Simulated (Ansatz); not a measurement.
## MoSi₂: geometry relaxation (part 1 of 2)

System: MoSi₂ (I4/mmm, 3 atoms in the cell).
Method: DFT PBEsol, scalar-relativistic, plane waves, PAW, no spin polarisation (Ansatz 0.2.0).

The structure derives from an entry of the Crystallography Open Database. It belongs to a series of runs on one base structure; here: film's bulk on the substrate's plane, third vector and atoms relaxed. Figures and captions count atoms from 1; the log counts them from 0 in places.

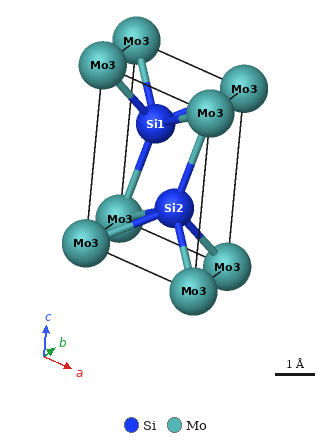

Fig. 1: The starting structure (ball-and-stick view of the cell of the calculation, seen slightly off an axis; atoms are numbered from 1 in the order of the input). An atom can appear more than once, as a periodic image.

### Summary

- outcome: converged
- space group (tolerance 0.01 Å): I4/mmm (139)
- electrons treated: 22
- free energy: −6142.1089 eV
- Fermi energy: 17.295 eV
- gap on the k-point mesh: none (metallic)
- pressure: 12.92 GPa
- final volume: 37.68 Å³
- largest force (length of the vector) at the end: under 0.001 eV/Å
- final cell: a = 3.081 Å, b = 3.081 Å, c = 4.529 Å, α = 70.12°, β = 109.88°, γ = 90.00°
- hardware: 4 threads of Intel Xeon @ 2.50GHz (Skylake/Cascade Lake), 32 GiB of memory available, shared host
- wall time: 26 s (CPU time 95 s)
- peak memory: 0.56 GiB

### Remarks

Warnings of the run: the k-point mesh lowers the symmetry that the run can use.

### The input
```yaml
crystal:
  lattice:
    - [3.0806203186, 0.0, 0.0]
    - [0.0, 3.0806203186, 0.0]
    - [-1.5403101593, 1.5403101593, 4.0780081066]
  atoms:
    - { symbol: Si, position: [0.3350596654, 0.6649403346, 0.6701193309] }
    - { symbol: Si, position: [0.6649403346, 0.3350596654, 0.3298806691] }
    - { symbol: Mo, position: [0.0, 0.0, 0.0] }
basis:
  ecutwfc: 420
kpoints:
  mp_grid: { grid: [11, 11, 9] }
hamiltonian:
  xc: pbesol
scf:
  occupations: { method: gaussian, width: 0.1 }
output:
  forces: true
  stress: true
  eigenvalues: true
relax:
  adjacent_minimum: "off"
  f_tol: 0.01
  max_steps: 50
  cell: { fix: [a, b, gamma], stress_tol: 0.1 }
```

Launched with:
```bash
ansatz run input.yaml --threads 4 --pin off --max-ram 10240MiB --backend cpu --events-out ev --progress --plain --runs-dir out
```

### Output
```
Warning: crystal.symmetry: narrowed to the stabiliser of the k-point mesh — unitary ops 16 → 4; excluded 12 operations that carry a point of the 11×11×9 mesh (shift [0, 0, 0]) off the mesh (the run samples exactly the mesh kpoints.mp_grid names, as under crystal.symmetry.detect: false, and its converged state has the mesh's symmetry, not the crystal's; ε∞, the Born charges and the force constants of a linear response (`dielectric:` by the response, `phonons.method: dfpt`) are averaged over those of the crystal's operations that the state keeps within a tolerance, where `mesh_tensors`, `unaveraged_element` or `gamma_mean_max_change_ev_ang2` stands beside them; a row that `dielectric.field_direction` solves alone is averaged likewise, with nothing beside; a Γ-centred mesh of equal divisions is mapped onto itself by every operation and keeps the whole group, as does a half-shifted one under kpoints.further_shifts: images)
Engine: ansatz 0.2.0, x86_64-unknown-linux-gnu
Pseudopotentials: kind: paw
Pseudopotential: Si, paw, valence charge 4, recommended cutoff 420 eV (normal), Si.paw.azcp
Pseudopotential: Mo, paw, valence charge 14, recommended cutoff 420 eV (normal), Mo.paw.azcp
Functional definition: PBEsol
  exchange = pbesol_x
  correlation = pbesol_c
Crystal: 3 atoms, lattice volume = 38.701 Å³
Basis set: ecut = 420 eV, 769 PW (Γ), exchange–correlation on 48×48×64 points (8 copies of the dense FFT grid, shifted against one another)
Bands: 15, of which v1, the nominal top of the filled ones, is band 11 counted from 1 (10 counted from 0)
Symmetry: 4 space group operations
k-points: 300 of 1089
Non-local potential: Si, projectors of the file, l = 0: 2, l = 1: 2, l = 2: 2
Non-local potential: Mo, projectors of the file, l = 0: 3, l = 1: 2, l = 2: 2, l = 3: 1
PAW form: soft (Blöchl's): semilocal exchange-correlation on the pseudo side does not see the compensation charge
PAW frozen core: Si, regenerated for the run's functional, and the local potential with it (the file was generated under x = pbe(κ = 0.804, μ = 0.2195149727645171), c = pbe(β = 0.06672455060314922))
PAW frozen core: Mo, regenerated for the run's functional, and the local potential with it (the file was generated under x = pbe(κ = 0.804, μ = 0.2195149727645171), c = pbe(β = 0.06672455060314922))
PAW one-centre angular grid: Si, 110 points (default); XC on 64 Gauss nodes
PAW one-centre angular grid: Mo, 590 points (default); XC on 64 Gauss nodes
Initial density: superposition of atomic densities (neutral atoms: chi_scale 0, normalization atom), corrected by the library's trained network
Initial wavefunctions: pseudopotential atomic-orbital guess
Functional: x = pbesol(κ = 0.804, μ = 0.12345679012345678), c = pbesol(β = 0.046)
SCF iter   1: F=—  HF=-6142.070844 eV  |F-HF|=—  |Δ(HF+E_count)|=         —  Δρ=5.40e-3  dr2=1.10e-2  ethr=1.77e-3  ⟨swp⟩=5.1  Hψ=25569  notcnv=0
preconditioner: auto → Kerker (q_TF=auto, 2.483 Å⁻¹)  [metal: Δε(μ)=0.033 eV  Ē_g=7.926 eV  σ=0.100 eV  W_gap=0.18  n_scr=10 (ndim 8)  ℏωp=22.3 eV  f_vac=0.000  D(μ)=0.34/eV (n_scr^D=0)]
SCF iter   2: F=—  HF=-6142.068646 eV  |F-HF|=—  |Δ(HF+E_count)|=   2.20e-3  Δρ=2.82e-3  dr2=2.96e-3  ethr=4.99e-5  ⟨swp⟩=1.0  Hψ=6912  notcnv=0
SCF iter   3: F=—  HF=-6142.067825 eV  |F-HF|=—  |Δ(HF+E_count)|=   8.21e-4  Δρ=6.42e-4  dr2=2.60e-4  ethr=1.35e-5  ⟨swp⟩=2.5  Hψ=7542  notcnv=0
SCF iter   4: F=—  HF=-6142.067758 eV  |F-HF|=—  |Δ(HF+E_count)|=   6.70e-5  Δρ=1.45e-4  dr2=5.94e-6  ethr=1.18e-6  ⟨swp⟩=2.4  Hψ=6410  notcnv=0
SCF iter   5: F=—  HF=-6142.067751 eV  |F-HF|=—  |Δ(HF+E_count)|=   6.83e-6  Δρ=2.21e-5  dr2=1.89e-7  ethr=2.70e-8  ⟨swp⟩=2.1  Hψ=6370  notcnv=0
SCF iter   6: F=-6142.067751 eV  HF=-6142.067751 eV  |F-HF|=1.60e-9  |Δ(HF+E_count)|=   2.29e-8  Δρ=3.14e-6  dr2=3.04e-9  ethr=4.55e-10  ⟨swp⟩=5.0  Hψ=18931  notcnv=0
SCF 1 converged in 6 iterations: F = -6142.067751 eV  dr2 = 3.04e-9
  greatest PAW one-centre occupation: 0.999 electrons in one spin orbital (limit 2), on the Mo atom at site 2 (counted from 0), in its partial waves of l = 0
relax step   1: F+E_penalty+E_count = -6142.06775125 eV  Δ(F+E_penalty+E_count) = +0.000e0 eV  max|allowed force component| = 2.681e-2 eV/Å  Δτ_max = 0.0000 Å  P = +6.239 GPa  Ω = 38.701 Å³  fix = [a, b, gamma]  reactions: a +15.531, b +15.531 GPa; gamma -0.033 GPa/rad  (6 SCF iters, dr2 threshold 1.00e-7 eV, accepted)
Crystal: 3 atoms, lattice volume = 37.401 Å³
Basis set: ecut = 420 eV, 753 PW (Γ), exchange–correlation on 48×48×64 points (8 copies of the dense FFT grid, shifted against one another)
Initial density: handed on by an earlier stage of this run
Initial wavefunctions: those handed on with the density
iter 1 solved again at ethr=5.59e-5 eV; its pass at ethr=3.10e-3 eV (dr2=1.23e-2 eV) is discarded
SCF iter   1: F=—  HF=-6142.108507 eV  |F-HF|=—  |Δ(HF+E_count)|=         —  Δρ=4.57e-3  dr2=1.26e-2  ethr=5.59e-5  ⟨swp⟩=1.0  Hψ=29486  notcnv=0
preconditioner: auto → Kerker (q_TF=auto, 2.497 Å⁻¹)  [metal: Δε(μ)=0.064 eV  Ē_g=8.201 eV  σ=0.100 eV  W_gap=0.33  n_scr=10 (ndim 8)  ℏωp=22.7 eV  f_vac=0.000  D(μ)=0.27/eV (n_scr^D=0)]
SCF iter   2: F=—  HF=-6142.105882 eV  |F-HF|=—  |Δ(HF+E_count)|=   2.62e-3  Δρ=2.36e-3  dr2=2.62e-3  ethr=5.59e-5  ⟨swp⟩=1.3  Hψ=4731  notcnv=0
SCF iter   3: F=—  HF=-6142.105106 eV  |F-HF|=—  |Δ(HF+E_count)|=   7.76e-4  Δρ=6.74e-4  dr2=2.72e-4  ethr=1.19e-5  ⟨swp⟩=2.2  Hψ=7173  notcnv=0
SCF iter   4: F=—  HF=-6142.105014 eV  |F-HF|=—  |Δ(HF+E_count)|=   9.29e-5  Δρ=1.28e-4  dr2=4.15e-6  ethr=1.24e-6  ⟨swp⟩=2.6  Hψ=6460  notcnv=0
SCF iter   5: F=-6142.105013 eV  HF=-6142.105013 eV  |F-HF|=7.61e-9  |Δ(HF+E_count)|=   9.55e-7  Δρ=1.62e-5  dr2=5.02e-8  ethr=1.36e-9  ⟨swp⟩=6.0  Hψ=21651  notcnv=0
SCF 2 converged in 5 iterations: F = -6142.105013 eV  dr2 = 5.02e-8
relax step   2: F+E_penalty+E_count = -6142.10501263 eV  Δ(F+E_penalty+E_count) = -3.726e-2 eV  max|allowed force component| = 1.192e-1 eV/Å  Δτ_max = 0.0010 Å  P = +15.150 GPa  Ω = 37.401 Å³  energy of the carried Pulay correction = +2.905e-4 eV  fix = [a, b, gamma]  reactions: a +20.644, b +20.644 GPa; gamma -0.076 GPa/rad  (5 SCF iters, dr2 threshold 3.00e-7 eV, accepted)
Crystal: 3 atoms, lattice volume = 37.719 Å³
Basis set: ecut = 420 eV, 761 PW (Γ), exchange–correlation on 48×48×64 points (8 copies of the dense FFT grid, shifted against one another)
iter 1 solved again at ethr=1.74e-6 eV; its pass at ethr=3.10e-3 eV (dr2=3.82e-4 eV) is discarded
SCF iter   1: F=—  HF=-6142.109082 eV  |F-HF|=—  |Δ(HF+E_count)|=         —  Δρ=1.07e-3  dr2=4.93e-4  ethr=1.74e-6  ⟨swp⟩=2.3  Hψ=28205  notcnv=0
preconditioner: auto → none  [insulator: Δε(μ)=0.106 eV  Ē_g=8.124 eV  σ=0.100 eV  W_gap=0.53  n_scr=10 (ndim 8)  ℏωp=22.6 eV  f_vac=0.000  D(μ)=0.29/eV (n_scr^D=0)  ε∞_Penn≈8.8]
SCF iter   2: F=—  HF=-6142.108941 eV  |F-HF|=—  |Δ(HF+E_count)|=   1.40e-4  Δρ=3.83e-4  dr2=3.83e-5  ethr=1.74e-6  ⟨swp⟩=2.6  Hψ=6827  notcnv=0
SCF iter   3: F=—  HF=-6142.108921 eV  |F-HF|=—  |Δ(HF+E_count)|=   1.99e-5  Δρ=1.07e-4  dr2=3.82e-6  ethr=1.74e-7  ⟨swp⟩=2.4  Hψ=6307  notcnv=0
iter 4 did not close the SCF: its close was put off for the readings that it lacked (scf_convergence_deferred on its scf_iter line)
SCF iter   4: F=-6142.108921 eV  HF=-6142.108921 eV  |F-HF|=2.19e-9  |Δ(HF+E_count)|=   8.39e-7  Δρ=2.06e-5  dr2=6.12e-8  ethr=1.74e-8  ⟨swp⟩=2.6  Hψ=6685  notcnv=0
iter 5 did not close the SCF: its close was put off for the readings that it lacked (scf_convergence_deferred on its scf_iter line)
SCF iter   5: F=-6142.108921 eV  HF=-6142.108921 eV  |F-HF|=2.62e-10  |Δ(HF+E_count)|=   1.03e-8  Δρ=2.83e-6  dr2=1.45e-9  ethr=2.78e-10  ⟨swp⟩=2.3  Hψ=7899  notcnv=0
SCF iter   6: F=-6142.108921 eV  HF=-6142.108921 eV  |F-HF|=3.64e-12  |Δ(HF+E_count)|=  1.44e-10  Δρ=4.54e-7  dr2=2.37e-11  ethr=6.59e-12  ⟨swp⟩=1.1  Hψ=12405  notcnv=0
SCF 3 converged in 6 iterations: F = -6142.108921 eV  dr2 = 2.37e-11
relax step   3: F+E_penalty+E_count = -6142.10892061 eV  Δ(F+E_penalty+E_count) = -3.908e-3 eV  max|allowed force component| = 3.541e-2 eV/Å  Δτ_max = 0.0025 Å  P = +12.680 GPa  Ω = 37.719 Å³  energy of the carried Pulay correction = +2.184e-4 eV  fix = [a, b, gamma]  reactions: a +19.263, b +19.263 GPa; gamma -0.074 GPa/rad  (6 SCF iters, dr2 threshold 3.00e-7 eV, accepted)
Crystal: 3 atoms, lattice volume = 37.685 Å³
iter 1 solved again at ethr=2.14e-7 eV; its pass at ethr=3.10e-3 eV (dr2=4.71e-5 eV) is discarded
SCF iter   1: F=—  HF=-6142.109067 eV  |F-HF|=—  |Δ(HF+E_count)|=         —  Δρ=2.33e-4  dr2=5.14e-5  ethr=2.14e-7  ⟨swp⟩=2.0  Hψ=26846  notcnv=0
preconditioner: auto → none  [insulator: Δε(μ)=0.113 eV  Ē_g=8.132 eV  σ=0.100 eV  W_gap=0.54  n_scr=10 (ndim 8)  ℏωp=22.6 eV  f_vac=0.000  D(μ)=0.28/eV (n_scr^D=0)  ε∞_Penn≈8.7]
SCF iter   2: F=—  HF=-6142.109049 eV  |F-HF|=—  |Δ(HF+E_count)|=   1.85e-5  Δρ=5.76e-5  dr2=1.10e-6  ethr=2.14e-7  ⟨swp⟩=2.0  Hψ=6203  notcnv=0
iter 3 did not close the SCF: its close was put off for the readings that it lacked (scf_convergence_deferred on its scf_iter line)
SCF iter   3: F=-6142.109048 eV  HF=-6142.109049 eV  |F-HF|=9.41e-8  |Δ(HF+E_count)|=   3.29e-7  Δρ=2.56e-5  dr2=1.82e-7  ethr=5.02e-9  ⟨swp⟩=2.2  Hψ=6302  notcnv=0
iter 4 did not close the SCF: its close was put off for the readings that it lacked (scf_convergence_deferred on its scf_iter line)
SCF iter   4: F=-6142.109048 eV  HF=-6142.109048 eV  |F-HF|=2.22e-10  |Δ(HF+E_count)|=   3.76e-8  Δρ=3.82e-6  dr2=2.49e-9  ethr=8.27e-10  ⟨swp⟩=2.4  Hψ=6505  notcnv=0
iter 5 did not close the SCF: its close was put off for the readings that it lacked (scf_convergence_deferred on its scf_iter line)
SCF iter   5: F=-6142.109048 eV  HF=-6142.109048 eV  |F-HF|=4.55e-12  |Δ(HF+E_count)|=  1.38e-10  Δρ=5.93e-7  dr2=4.48e-11  ethr=1.13e-11  ⟨swp⟩=2.1  Hψ=7474  notcnv=0
SCF iter   6: F=-6142.109048 eV  HF=-6142.109048 eV  |F-HF|=2.73e-12  |Δ(HF+E_count)|=  8.19e-12  Δρ=6.05e-8  dr2=3.80e-13  ethr=1.00e-12  ⟨swp⟩=1.0  Hψ=10200  notcnv=0
SCF 4 converged in 6 iterations: F = -6142.109048 eV  dr2 = 3.80e-13
relax step   4: F+E_penalty+E_count = -6142.10904847 eV  Δ(F+E_penalty+E_count) = -1.279e-4 eV  max|allowed force component| = 1.582e-2 eV/Å  Δτ_max = 0.0012 Å  P = +12.900 GPa  Ω = 37.685 Å³  energy of the carried Pulay correction = +2.261e-4 eV  fix = [a, b, gamma]  reactions: a +19.377, b +19.377 GPa; gamma -0.076 GPa/rad  (6 SCF iters, dr2 threshold 3.00e-7 eV, accepted)
Crystal: 3 atoms, lattice volume = 37.679 Å³
iter 1 solved again at ethr=5.57e-8 eV; its pass at ethr=3.10e-3 eV (dr2=1.23e-5 eV) is discarded
SCF iter   1: F=—  HF=-6142.109074 eV  |F-HF|=—  |Δ(HF+E_count)|=         —  Δρ=1.14e-4  dr2=1.28e-5  ethr=5.57e-8  ⟨swp⟩=2.6  Hψ=25914  notcnv=0
preconditioner: auto → none  [insulator: Δε(μ)=0.113 eV  Ē_g=8.133 eV  σ=0.100 eV  W_gap=0.54  n_scr=10 (ndim 8)  ℏωp=22.6 eV  f_vac=0.000  D(μ)=0.28/eV (n_scr^D=0)  ε∞_Penn≈8.7]
SCF iter   2: F=—  HF=-6142.109064 eV  |F-HF|=—  |Δ(HF+E_count)|=   9.25e-6  Δρ=2.66e-5  dr2=2.10e-7  ethr=5.57e-8  ⟨swp⟩=2.0  Hψ=6186  notcnv=0
SCF iter   3: F=—  HF=-6142.109064 eV  |F-HF|=—  |Δ(HF+E_count)|=   5.42e-8  Δρ=1.20e-5  dr2=3.35e-8  ethr=9.55e-10  ⟨swp⟩=2.1  Hψ=6323  notcnv=0
iter 4 did not close the SCF: its close was put off for the readings that it lacked (scf_convergence_deferred on its scf_iter line)
SCF iter   4: F=-6142.109064 eV  HF=-6142.109064 eV  |F-HF|=1.27e-11  |Δ(HF+E_count)|=   5.16e-9  Δρ=1.94e-6  dr2=6.05e-10  ethr=1.52e-10  ⟨swp⟩=2.1  Hψ=5991  notcnv=0
iter 5 did not close the SCF: its close was put off for the readings that it lacked (scf_convergence_deferred on its scf_iter line)
SCF iter   5: F=-6142.109064 eV  HF=-6142.109064 eV  |F-HF|=2.73e-12  |Δ(HF+E_count)|=  4.00e-11  Δρ=2.15e-7  dr2=5.73e-12  ethr=2.75e-12  ⟨swp⟩=2.2  Hψ=6716  notcnv=0
SCF iter   6: F=-6142.109064 eV  HF=-6142.109064 eV  |F-HF|=2.73e-12  |Δ(HF+E_count)|=  4.55e-12  Δρ=2.74e-8  dr2=8.28e-14  ethr=1.00e-12  ⟨swp⟩=1.0  Hψ=10203  notcnv=0
SCF 5 converged in 6 iterations: F = -6142.109064 eV  dr2 = 8.28e-14
```
